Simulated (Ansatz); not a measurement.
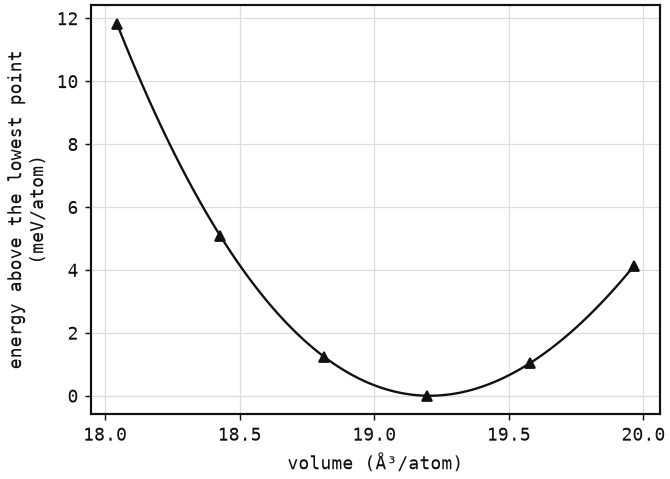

The plot gives the computed energy above the lowest point against volume for Ga, space group Im-3m (No. 229) (one of a set of cubic test structures, which need not be the stable phase).

How it was computed, with Ansatz 0.2.0 development build: equation of state of a cubic crystal from periodic Kohn-Sham density functional theory without spin, third-order Birch-Murnaghan fit to the free energies; pressure corrected for the finite basis. Level: PBE.

| setting | value |
| --- | --- |
| structure type | bcc |
| atoms in cell | 1 |
| space group number | 229 |
| lattice centring | body-centred primitive |
| k mesh | 45×45×45 |
| occupation method | Fermi–Dirac |
| occupation width | 0.06123 eV |
| wave cutoff | 420 eV |
| datasets | soft-1 PAW |
| density tolerance | 1e−07 eV |
| bands | 11 |
| density cutoff ratio | 4 |
| search for lower states | default |

From this curve and the settings, what does the calculation give for the pressure at the same points?

The pressure falls from 3.472 GPa at volume 18.04 Å³/atom to −1.674 GPa at 19.96 Å³/atom, and changes sign near 19.20 Å³/atom.

| volume (Å³/atom) | pressure (GPa) |
| --- | --- |
| 18.04 | 3.472 |
| 18.43 | 2.183 |
| 18.81 | 1.038 |
| 19.20 | 0.020 |
| 19.58 | −0.880 |
| 19.96 | −1.674 |

Limits of the calculation: cubic model structure, not the ambient form.
